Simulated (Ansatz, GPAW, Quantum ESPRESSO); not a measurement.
# Simulated XPS, UPS and emission spectra of AlN, part 2 of 7

Aim: the valence spectrum of AlN from He I to hard X-rays, and which orbitals make each feature.

Ansatz 0.2.0, Quantum ESPRESSO 7.5 and GPAW 26.7.0; DFT, PBE, plane-wave PAW, default files, scalar-relativistic (the session's first sound run).

So far. Step 2 (The base run): At this lattice the functional leaves a pressure of 3.7 GPa, which widens the bands against the functional's own equilibrium. Step 3 (With PBEsol): At this level the gap is 4.13 eV on the path.

The database entry behind the starting cell differs from later determinations by our own check (inner coordinate u about 0.002 short), so it need not match the best structure at ambient conditions.

### Step 4. With LDA

This step: DFT, LDA, plane-wave PAW, default files, scalar-relativistic (Ansatz 0.2.0).

The run is repeated with LDA on the same cell, to see how much the levels hang on the functional.

The input, input.yaml:

```yaml
crystal:
  lattice:
    - [3.113, 0.0, 0.0]
    - [-1.5565, 2.695937082, 0.0]
    - [0.0, 0.0, 4.981]
  atoms:
    - { symbol: Al, position: [0.6666666667, 0.3333333333, 0.5] }
    - { symbol: Al, position: [0.3333333333, 0.6666666667, 0.0] }
    - { symbol: "N", position: [0.6666666667, 0.3333333333, 0.88] }
    - { symbol: "N", position: [0.3333333333, 0.6666666667, 0.38] }
kpoints:
  mp_grid: { grid: [12, 12, 6] }
  band_path:
    path:
      - [[0.0, 0.0, 0.0], [0.5, 0.0, 0.0], [0.333333, 0.333333, 0.0], [0.0, 0.0, 0.0], [0.0, 0.0, 0.5], [0.5, 0.0, 0.5], [0.333333, 0.333333, 0.5], [0.0, 0.0, 0.5]]
      - [[0.5, 0.0, 0.5], [0.5, 0.0, 0.0]]
      - [[0.333333, 0.333333, 0.5], [0.333333, 0.333333, 0.0]]
    npoints: 10
scf:
  occupations: { method: fermi_dirac, width: 0.02 }
  n_extra_bands: 12
hamiltonian:
  xc: lda
  pseudopotentials: { kind: paw }
output:
  forces: true
  stress: true
  dos:
    projected: true
    de: 0.05
    e_range: [-36, 12]
    nscf_kmesh: { grid: [18, 18, 10] }
  fatbands: true
```

Run with:

```bash
$ ansatz run input.yaml --threads 2 --pin off --max-ram 6144MiB --backend cpu --events-out ev --progress --plain --runs-dir out
```

Numbers of over 12 decimals in the logs are rounded to 6 here.

The program printed:

```text
[...]
Crystal: 4 atoms, lattice volume = 41.803 Å³
Basis set: ecut = 420 eV, 809 PW (Γ)
Bands: 20, of which v1, the nominal top of the filled ones, is band 8 counted from 1 (7 counted from 0)
Symmetry: 12 space group operations
[...]
k-points: 76 of 864 (time reversal used)
[...]
SCF iter   1: F=—  HF=-1779.711575 eV  |F-HF|=—  |Δ(HF+E_count)|=         —  Δρ=9.33e-3  dr2=4.20e-2  ethr=1.77e-3  ⟨swp⟩=6.0  Hψ=8294  notcnv=0  defer=12
[...]
SCF iter   6: F=-1779.698673 eV  HF=-1779.698673 eV  |F-HF|=1.77e-11  |Δ(HF+E_count)|=  6.49e-10  Δρ=3.72e-7  dr2=3.55e-11  ethr=6.76e-12  ⟨swp⟩=5.1  Hψ=6718  notcnv=0
SCF 1 converged in 6 iterations: F = -1779.698673 eV  dr2 = 3.55e-11
[...]
SCF converged after 6 iterations
Free energy (F): -1779.698673 eV
[...]
Internal energy: -1779.698673 eV  (E = F + TS)
E sigma→0 (E₀):  -1779.698673 eV
Fermi energy:    8.948041 eV
[...]
--- Forces (eV/Å), atoms counted from 1 ---
  atom   1  Al    -0.00000000     0.00000000    -0.11661623
  atom   2  Al     0.00000000    -0.00000000    -0.11661623
  atom   3  N     -0.00000000    -0.00000000     0.11661181
  atom   4  N     -0.00000000     0.00000000     0.11661181
  max |Σ_I F_I| component: 8.83e-6 eV/Å
--- Stress (GPa, compression-positive) ---
       -5.208101      -0.000000      -0.000000
       -0.000000      -5.208101       0.000000
       -0.000000       0.000000      -3.536251
  P = ⅓ Tr σ = -4.6508 GPa (-46.508 kbar)
--- Band table (eV; the first three rows and the last of 76) ---
  k-point 0: bands = [... 4 lower, 5.9892, 6.6438, 6.6438, 6.8221, 11.0610, 13.3785, 17.2992, 17.7988, ... 8 higher]
  k-point 1: bands = [... 4 lower, 6.0311, 6.2289, 6.5972, 6.5972, 11.5394, 13.4509, 17.1247, 17.7683, ... 8 higher]
  k-point 2: bands = [... 4 lower, 6.1456, 6.1456, 6.4725, 6.4725, 12.4649, 13.5320, 16.8399, 17.8115, ... 8 higher]
  k-point 75: bands = [... 4 lower, 2.9623, 2.9623, 6.0367, 6.0367, 14.1282, 14.1282, 14.5694, 14.5694, ... 8 higher]
```

Run time: 12 s. Hardware: 2 threads of Arm Neoverse V1, shared host; peak memory 0.34 GiB.

This step gave:

```
free energy                                    : -1779.6987 eV
Fermi energy                                   : 8.948 eV
pressure                                       : -4.651 GPa
gap on the k-mesh                              : 4.239 eV
share of occupied states in no projected shell : 0.0072 of the occupied states in the window
gap on the path                                : 4.239 eV
least direct gap on the path                   : 4.239 eV
```

The electronic bands at the labelled points (eV, zero at the valence-band maximum; v1 is the highest filled band, c1 the lowest empty one):

| point | v4 | v3 | v2 | v1 | c1 | c2 |
| --- | --- | --- | --- | --- | --- | --- |
| Γ | -0.83 | -0.18 | -0.18 | 0.00 | 4.24 | 6.56 |
| M | -3.35 | -2.07 | -1.79 | -0.66 | 5.69 | 5.70 |
| K | -3.78 | -2.43 | -2.39 | -2.39 | 4.92 | 8.24 |
| Γ | -0.83 | -0.18 | -0.18 | 0.00 | 4.24 | 6.56 |
| A | -0.52 | -0.52 | -0.52 | -0.52 | 6.42 | 6.42 |
| L | -1.44 | -1.44 | -1.36 | -1.36 | 5.22 | 5.22 |
| H | -3.86 | -3.86 | -0.79 | -0.79 | 7.31 | 7.31 |
| A | -0.52 | -0.52 | -0.52 | -0.52 | 6.42 | 6.42 |
| jump to L | -1.44 | -1.44 | -1.36 | -1.36 | 5.22 | 5.22 |
| M | -3.35 | -2.07 | -1.79 | -0.66 | 5.69 | 5.70 |
| jump to H | -3.86 | -3.86 | -0.79 | -0.79 | 7.31 | 7.31 |
| K | -3.78 | -2.43 | -2.39 | -2.39 | 4.92 | 8.24 |

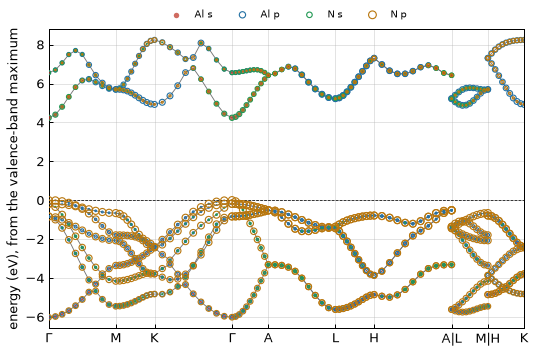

Electronic bands along the path; dots are coloured as in the legend, and their area grows with the weight.

The DOS has structure finer than the step of the table below, so its rows give means over 2.5 eV, whole bins alone (the curve runs from -16.4 to 14.1 eV). Peaks (eV: height): total -12.24: 4.45, -0.84: 5.24, 11.56: 3.95, 12.26: 4.49; N 2p -4.84: 2.11, -0.84: 4.67, 12.26: 0.614; Al 3p -12.24: 1.14, 6.06: 1.14, 11.66: 1.36, 12.26: 1.69; N 2s -12.24: 3.24, 6.06: 0.416; Al 3s -4.94: 0.466, 9.66: 0.670, 11.56: 1.28, 12.26: 0.918.

Table of DOS by E, zero at the valence-band maximum; means over each step; values in states/eV/cell:

| E (eV) | total | N 2p | Al 3p | N 2s | Al 3s |
| --- | --- | --- | --- | --- | --- |
| -15.0 | 0.243 | 0.00257 | 0.0662 | 0.117 | 0.0568 |
| -12.5 | 1.36 | 0.00889 | 0.373 | 0.879 | 0.0914 |
| -10.0 | 0 | 0 | 0 | 0 | 0 |
| -7.5 | 0 | 0 | 0 | 0 | 0 |
| -5.0 | 1.38 | 0.882 | 0.233 | 0.0616 | 0.197 |
| -2.5 | 2.08 | 1.60 | 0.314 | 0.0457 | 0.0969 |
| 0.0 | 1.34 | 1.20 | 0.106 | 0.00464 | 0.0109 |
| 2.5 | 0 | 0 | 0 | 0 | 0 |
| 5.0 | 0.748 | 0.0841 | 0.388 | 0.127 | 0.0471 |
| 7.5 | 1.27 | 0.202 | 0.562 | 0.173 | 0.144 |
| 10.0 | 1.82 | 0.263 | 0.666 | 0.0642 | 0.425 |
| 12.5 | 2.16 | 0.262 | 0.833 | 0.0281 | 0.429 |

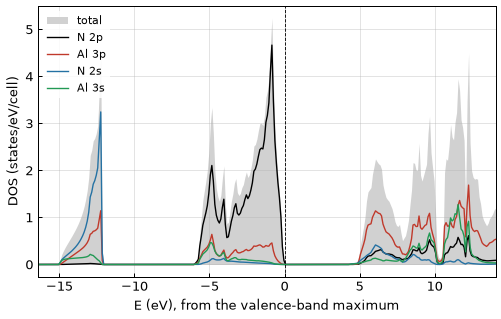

DOS, plotted against E.

Maxima picked by a test of local sharpness, so broad peaks and shoulders can be missing; peaks within 0.45 eV of a curve's cut are left out. Valence peaks, by row:

| photon energy (eV) | binding energy (eV) | height (% of the maximum within 13 eV) | main shell | its share (%) |
| --- | --- | --- | --- | --- |
| 21.2 | 4.868 | 47.2 | N 2p | 98.22 |
| 21.2 | 4.118 | 32.05 | N 2p | 98.56 |
| 21.2 | 0.9182 | 100 | N 2p | 99.81 |
| 60 | 12.37 | 46.37 | N 2s | 92.64 |
| 60 | 4.868 | 51.46 | N 2p | 88.47 |
| 60 | 4.118 | 35.43 | N 2p | 87.57 |
| 60 | 3.218 | 36.2 | N 2p | 91.29 |
| 60 | 0.9182 | 100 | N 2p | 98.02 |
| 1487 | 12.37 | 100 | N 2s | 95.8 |
| 1487 | 4.868 | 19.23 | Al 3s | 57.83 |
| 1487 | 3.368 | 9.496 | Al 3s | 42 |
| 5415 | 12.37 | 100 | N 2s | 95.53 |
| 5415 | 4.868 | 23.09 | Al 3s | 75.23 |
| 5415 | 3.368 | 10.15 | Al 3s | 61.38 |

Spectra as before, but with a recipe of its own (widths, and in some runs the light), which changes peak heights and what is resolved: Gaussian 0.2 eV, Lorentzian 0.2 eV plus 0 times the binding energy, linear light, analyser at 30°, Fermi edge at 300 K; some photon energies differ too.

Side by side:

| quantity | this run | base run | difference |
| --- | --- | --- | --- |
| gap on the path (eV) | 4.239 | 4.2128 | 0.0262 |
| least direct gap on the path (eV) | 4.239 | 4.2128 | 0.0262 |
| gap on the k-mesh (eV) | 4.2390 | 4.2128 | 0.0262 |

At this level the gap is 4.24 eV on the path.

[end of part 2 of 7]

[Logs are printed without paths, hosts, clocks, repeated set-up lines and the standing remarks that a program may print on its own settings, such as how far it seeks lower states.]

[Hosts, paths, dates, database ids (printed as entryN), source tags and the programs' standing remarks are cut or masked in the printed files.]

[Maps of the electrostatic potential energy from Ansatz leave out the sawtooth potential of an applied field or a dipole correction, so their vacuum need not be flat; work functions include it.]

[Peak lists hold at most the 14 tallest peaks of each spectrum; further lines can be left out.]
